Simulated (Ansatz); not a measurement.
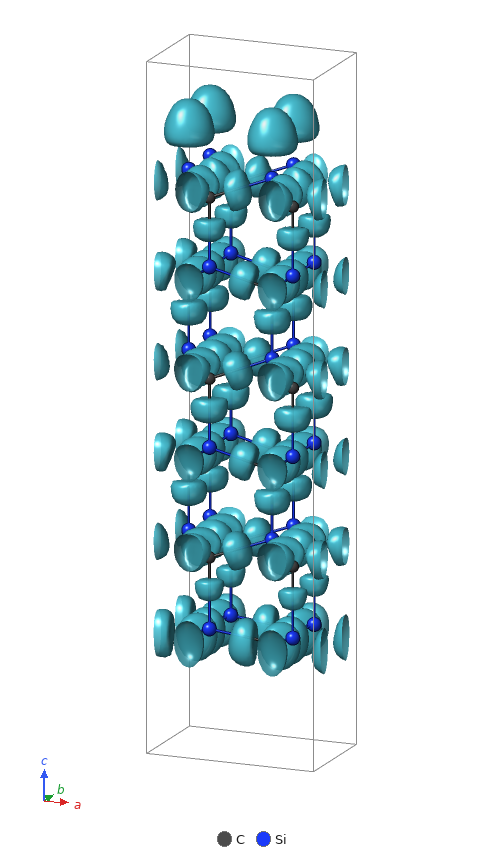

The picture shows: SiC (slab). Isosurface of the ELF at 0.8 (cyan), seen slightly off an axis. Only the valence region is drawn (cores and ρ < 0.01 e/Å³ removed). Sticks mark near contacts.

Method: DFT PBE, scalar-relativistic, plane waves, PAW (Ansatz 0.2.0).

Core electrons are frozen (PAW), and the valence fields are smoothed inside the atomic spheres.

Identify the bonds, lone pairs and shells in this picture.

At this value the surface marks out 23 regions between bonded C–Si atoms and one lobe on Si, pointing away from the bonds (lone pairs), counted in one cell of 12 atoms. Counts are for one cell; the picture repeats the cell along the surface. Profiles from the grid: Si–C (1.82 Å): the ELF peaks at about 0.95 between the atoms. Si–C (1.87 Å): the ELF peaks at about 0.95 between the atoms.

Does the calculation give a band gap?

It is metallic or semimetallic at this level of theory: no gap opens.
